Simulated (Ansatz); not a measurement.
Single-point calculation of Al

System: Al (Fm-3m, 1 atom in the cell).
Method: DFT, PBEsol, plane waves, PAW, no spin polarisation (Ansatz 0.2.0).

The structure derives from an entry of the Crystallography Open Database. Some settings of this run were made unusual or wrong on purpose. Figures and captions count atoms from 1; the log counts them from 0 in places.

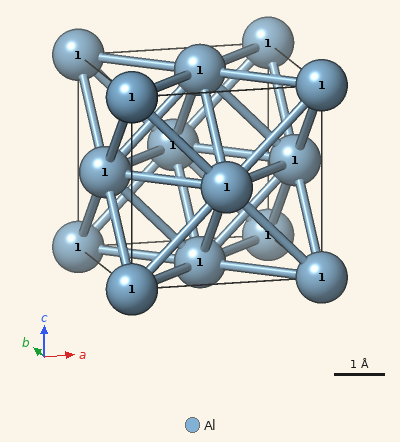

The input geometry (ball-and-stick view of the cell 4 times as large as that of the calculation, set on its symmetry axes, seen slightly off an axis; atoms are numbered from 1 in the order of the input). An atom can appear more than once, as a periodic image. Near neighbours in the periodic cell (some may lie outside the picture): Al has 12 Al at 2.84 Å.

### Input
```yaml
crystal:
  lattice:
    - [0.0, 2.0077780903, 2.0077780903]
    - [2.0077780903, 0.0, 2.0077780903]
    - [2.0077780903, 2.0077780903, 0.0]
  atoms:
    - { symbol: Al, position: [0.0, 0.0, 0.0] }
basis:
  ecutwfc: 420
  ecutrho_ratio: 2
kpoints:
  mp_grid: { grid: [18, 18, 18] }
hamiltonian:
  xc: pbesol
scf:
  occupations: { method: gaussian, width: 0.1 }
  max_iter: 75
output:
  forces: true
  eigenvalues: true
  stress: true
```

Run on 2 threads of Intel Xeon @ 2.90GHz (Ice Lake), 192 GiB of memory available, shared host.

Run as:
```bash
ansatz run input.yaml --threads 2 --pin off --max-ram 5120MiB --backend cpu --events-out ev --progress --plain --runs-dir out
```

### What the program printed
```
Warning: basis.ecutrho_ratio = 2 (ecutrho = 840 eV) is below the records' recommended 1680 eV
settings of this run that can trade accuracy for cost: basis.ecutrho_ratio < 4. Do not mix this run's numbers with those of runs without the same settings; the input reference describes each key
Engine: ansatz 0.2.0, x86_64-unknown-linux-gnu
Pseudopotentials: kind: paw
Pseudopotential: Al, paw, valence charge 3, recommended cutoff 420 eV (normal), Al.paw.azcp
Functional definition: PBEsol
  exchange = pbesol_x
  correlation = pbesol_c
Crystal: 1 atoms, lattice volume = 16.187 Å³
Basis set: ecut = 420 eV, 331 PW (Γ), exchange–correlation on 32×32×32 points (8 copies of the dense FFT grid, shifted against one another)
Bands: 6, of which v1, the nominal top of the filled ones, is band 2 counted from 1 (1 counted from 0)
Symmetry: 48 space group operations
Space group: Fm-3m (ITA 225), of the structure as read, at distance tolerance 2.5e-5 Å
k-points: 195 of 5832
Non-local potential: Al, projectors of the file, l = 0: 2, l = 1: 2, l = 2: 1
PAW form: soft (Blöchl's): semilocal exchange-correlation on the pseudo side does not see the compensation charge
PAW frozen core: Al, regenerated for the run's functional, and the local potential with it (the file was generated under x = pbe(κ = 0.804, μ = 0.2195149727645171), c = pbe(β = 0.06672455060314922))
PAW one-centre angular grid: Al, 110 points (default); XC on 64 Gauss nodes
Initial density: superposition of atomic densities (neutral atoms: chi_scale 0, normalization atom), corrected by the library's trained network
Initial wavefunctions: pseudopotential atomic-orbital guess
Functional: x = pbesol(κ = 0.804, μ = 0.12345679012345678), c = pbesol(β = 0.046)
SCF iter   1: F=—  HF=-524.547035 eV  |F-HF|=—  |Δ(HF+E_count)|=         —  Δρ=6.73e-4  dr2=3.17e-5  ethr=1.77e-3  ⟨swp⟩=4.8  Hψ=10012  notcnv=0
preconditioner: auto → none  [metal: Δε(μ)=0.023 eV  Ē_g=13.344 eV  σ=0.100 eV  W_gap=0.13  n_scr=0 (ndim 8)  ℏωp=16.0 eV  f_vac=0.000  D(μ)=0.60/eV (n_scr^D=0)]
SCF iter   2: F=—  HF=-524.546993 eV  |F-HF|=—  |Δ(HF+E_count)|=   4.21e-5  Δρ=3.38e-4  dr2=7.69e-6  ethr=1.06e-6  ⟨swp⟩=1.9  Hψ=2924  notcnv=0
iter 3 did not close the SCF: its close was put off for the readings that it lacked (scf_convergence_deferred on its scf_iter line)
SCF iter   3: F=-524.546997 eV  HF=-524.546997 eV  |F-HF|=1.13e-8  |Δ(HF+E_count)|=   4.21e-6  Δρ=1.51e-5  dr2=3.75e-8  ethr=2.56e-7  ⟨swp⟩=1.0  Hψ=1076  notcnv=0
iter 4 did not close the SCF: its close was put off for the readings that it lacked (scf_convergence_deferred on its scf_iter line)
SCF iter   4: F=-524.546997 eV  HF=-524.546997 eV  |F-HF|=1.54e-9  |Δ(HF+E_count)|=   9.93e-9  Δρ=5.49e-6  dr2=4.99e-9  ethr=1.25e-9  ⟨swp⟩=1.1  Hψ=1094  notcnv=0
iter 5 did not close the SCF: its close was put off for the readings that it lacked (scf_convergence_deferred on its scf_iter line)
SCF iter   5: F=-524.546997 eV  HF=-524.546997 eV  |F-HF|=1.64e-11  |Δ(HF+E_count)|=   1.40e-9  Δρ=4.59e-7  dr2=3.84e-11  ethr=1.66e-10  ⟨swp⟩=1.0  Hψ=1082  notcnv=0
SCF iter   6: F=-524.546997 eV  HF=-524.546997 eV  |F-HF|=3.64e-12  |Δ(HF+E_count)|=  1.23e-11  Δρ=2.23e-7  dr2=8.86e-12  ethr=1.28e-12  ⟨swp⟩=2.1  Hψ=4076  notcnv=0
SCF 1 converged in 6 iterations: F = -524.546997 eV  dr2 = 8.86e-12
  greatest PAW one-centre occupation: 0.449 electrons in one spin orbital (limit 2), on the Al atom at site 0 (counted from 0), in its partial waves of l = 0
```

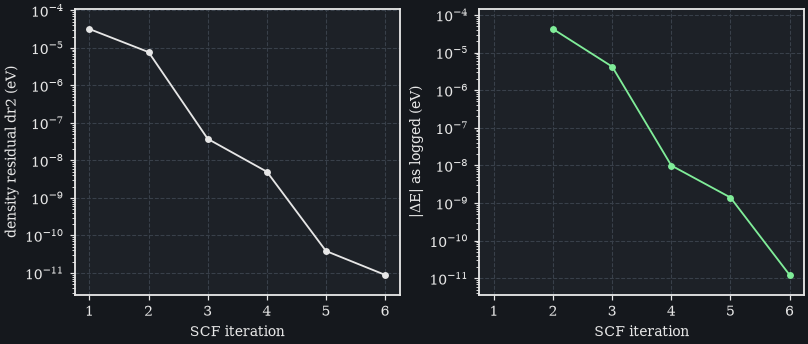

Convergence of the self-consistent field: density residual dr2 and size of the energy change against the SCF iteration. The residual falls at every step.

```
SCF converged after 6 iterations
Free energy (F): -524.546997 eV
Harris-Foulkes:  -524.546997 eV  (|F-HF|=3.64e-12)
Internal energy: -524.544011 eV  (E = F + TS)
E sigma→0 (E₀):  -524.545504 eV
Entropy (-TS):   -0.002986 eV (-2.986 meV/atom)
Fermi energy:    8.074077 eV
--- Per-component energies (eV) ---
  E_band       = 10.838841
  E_kinetic    = 23.121389
  E_local      = 10.059618  (includes V_loc(G=0)·N_el)
  E_nonlocal   = 10.393460
  E_hartree    = 0.107122
  E_xc         = -39.522208
  E_vxc        = -29.311328  (∫ρ·V_xc dr)
  E_paw        = -454.737304  (= ΣΔE_a)
  E_vpaw       = -3.638521  (= ΣTr[D̂ρ^β])
  E_aug_tail   = -0.000024  (compensation charges beyond the density's cutoff)
  E_ewald      = -73.985205
  E_core_change = 0.019139  (= ΣΔE_core)
  E_smearing   = -0.002986  (= −TS)
  E_closure    = 0.000000  (closes the sum)
  Σ components = -524.546997   (vs F -524.546997, Δ=0.00e0)
--- Forces (eV/Å), atoms counted from 1 ---
  atom   1  Al     0.00000000     0.00000000    -0.00000000
  max |Σ_I F_I| component: 6.89e-26 eV/Å
--- Stress (GPa, compression-positive) ---
       -0.021836       0.000000       0.000000
       -0.000000      -0.021836       0.000000
        0.000000       0.000000      -0.021836
  P = ⅓ Tr σ = -0.0218 GPa (-0.218 kbar)
--- Band table (eV; the first three rows and the last of 195) ---
  k-point 0: bands = ["-3.1701", "20.7016", "20.7016", "20.7016", "22.4105", "22.4105"]
  k-point 1: bands = ["-3.0852", "19.2380", "20.4238", "20.4238", "22.8194", "22.8194"]
  k-point 2: bands = ["-2.8308", "17.0209", "19.9407", "19.9407", "23.0066", "23.6674"]
  k-point 194: bands = ["6.7777", "7.7100", "8.0450", "9.5036", "22.6475", "24.0809"]
settings of this run that can trade accuracy for cost: basis.ecutrho_ratio < 4. Do not mix this run's numbers with those of runs without the same settings; the input reference describes each key
```

### What the run reported

- outcome: converged
- space group (tolerance 0.01 Å): Fm-3m (225)
- electrons treated: 3
- free energy: −524.5470 eV
- Fermi energy: 8.074 eV
- gap on the k-point mesh: none (metallic)
- pressure: −0.02 GPa
- largest force (length of the vector): under 0.001 eV/Å
- wall time: 1.1 s (CPU time 2 s)
- peak memory: 0.33 GiB

### What went wrong

The input was spoiled on purpose: a density cutoff under the waves' (`basis.ecutrho_ratio`). The density grid cannot represent the products of the waves. The run converged all the same; its numbers are those of the faulty input and shouldn't be used. Warnings of the run: the cutoff is below the recommended one.
